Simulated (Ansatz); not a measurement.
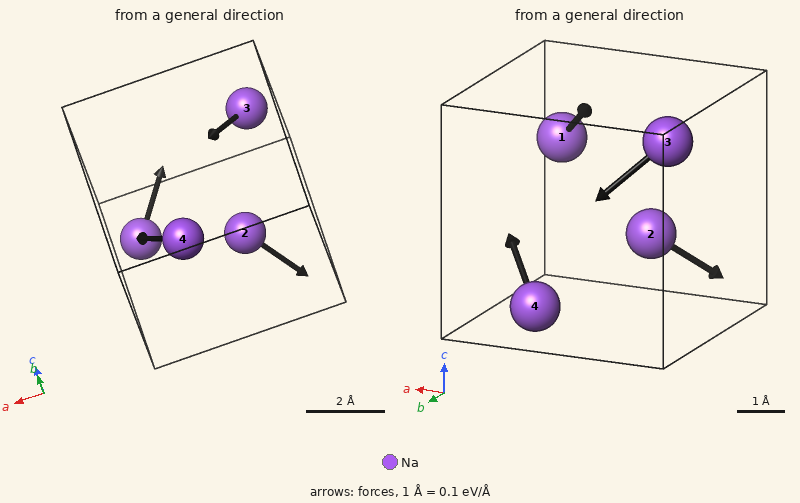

The figure gives a spheres-only picture of the atoms, viewed from two general directions. The simulation cell is drawn as a box. The arrows are the computed forces on the atoms.

System: Na. Computational set-up: DFT PBE, scalar-relativistic, plane waves, PAW (Ansatz 0.2.0), 420 eV cutoff, 8×8×8 k-points, Gaussian smearing of 0.1 eV, no spin polarisation.

Could this be the end point of a relaxation?

Answer. No. The atoms still feel forces of up to about 0.15 eV/Å, above a usual threshold of 0.01 to 0.03 eV/Å.

Which atom is pushed hardest?

Answer. All Na atoms, about 0.15 eV/Å.

It goes back to a structure listed in the Materials Project, with elements exchanged, so it need not be a known form of the compound. The cell was then strained or its atoms displaced on purpose. Ansatz was used for an electronic-structure calculation on it.
